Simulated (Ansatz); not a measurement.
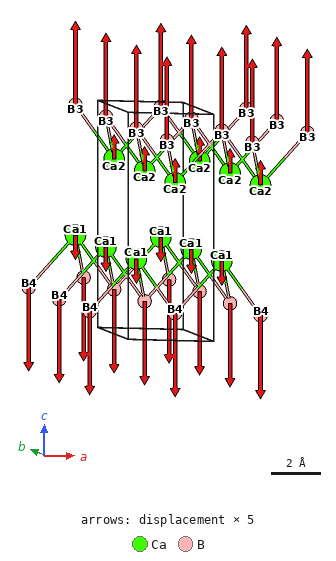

A relaxation of solid CaB (a generated structure, set up in P-3m1) (coarse preliminary run). The starting structure is drawn; red arrows show the displacements (the part carried along by the change of the cell is left out), magnified 5 times.

The picture is a ball-and-stick view of the cell of the calculation, repeated 2 × 3 × 1 with one cell outlined, seen slightly off an axis.

Computed with DFT PBE, scalar-relativistic, plane waves, PAW (Ansatz 0.2.0).

The input:
```yaml
crystal:
  lattice:
    - [3.54008924, 0.0, 0.0]
    - [-1.77004462, 3.06580721, 0.0]
    - [0.0, 0.0, 9.38331397]
  atoms:
    - { symbol: Ca, position: [0.33333333, 0.66666667, 0.32219161] }
    - { symbol: Ca, position: [0.66666667, 0.33333333, 0.67780839] }
    - { symbol: B, position: [0.33333333, 0.66666667, 0.89624939] }
    - { symbol: B, position: [0.66666667, 0.33333333, 0.10375061] }
basis:
  ecutwfc: 420
kpoints:
  mp_grid: { grid: [6, 6, 2] }
hamiltonian:
  xc: pbe
scf:
  occupations: { method: gaussian, width: 0.1 }
  lower_state_search: "off"
output:
  forces: true
  stress: true
  eigenvalues: true
relax:
  adjacent_minimum: "off"
  f_tol: 0.04
  max_steps: 70
  cell: { stress_tol: 0.4 }
```

Launched with:
```bash
ansatz run input.yaml --threads 1 --pin off --max-ram 2048MiB --backend cpu --events-out ev --progress --plain --runs-dir out
```

**Atoms of which element are displaced furthest, and by how much?**

Boron: up to 0.70 Å, against 0.21 Å for calcium.

**What happened in the run?**

Over 8 accepted moves (9 points after the start) the energy falls by 4.242 eV per cell of the calculation. Largest force component: 1.4 eV/Å at the start, 0.016 eV/Å at the end. The pressure goes from −6.02 to −0.02 GPa. The SCF was repeated once at an unchanged geometry on a basis and grid sized afresh for the cell, which shifted the energy by 2.7 meV per cell of the calculation at most. The largest moves relative to the cell, 0.70 Å, are those of B3 and B4. B3 goes along +c. By element the largest moves are B 0.70 Å, Ca 0.21 Å. Cell: a = b 3.540 → 3.298 Å (−6.8 %), c 9.383 → 7.996 Å (−14.8 %). Volume −26.0 %. Some distances before and after: Ca1–B3 3.997 → 2.500 Å, B3–B4 2.823 → 1.923 Å, Ca1–Ca1 3.540 → 3.298 Å, Ca1–B4 2.895 → 2.937 Å. New bonds form: B3–B4 (2.82 → 1.92 Å), Ca1–B3 (4.00 → 2.50 Å), Ca2–B4 (4.00 → 2.50 Å). Among the angles between lasting bonds that change: B4–Ca1–B4 75.4° → 68.3°, Ca1–B4–Ca1 75.4° → 68.3°. The space group stays P-3m1 (No. 164). The run took 14 s on 1 thread of Arm Neoverse V2 (shared host), peak memory 0.33 GiB.
